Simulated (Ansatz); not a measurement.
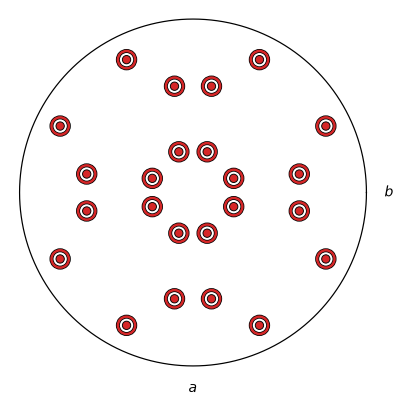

Stereographic projection: filled dots lie in the upper hemisphere, open rings in the lower. The c axis points at the viewer. The poles are all faces of one general form. Computed from the symmetry operations of a computed or model structure of composition Cu2O.

Q: Which point group is this?

A: m-3m (Oh), order 48, cubic system: three fourfold axes, four threefold axes, six twofold axes, nine mirror planes, an inversion centre.

Q: Which physical properties does it allow?

A: It is centrosymmetric, so neither piezoelectric nor pyroelectric; it is not chiral.
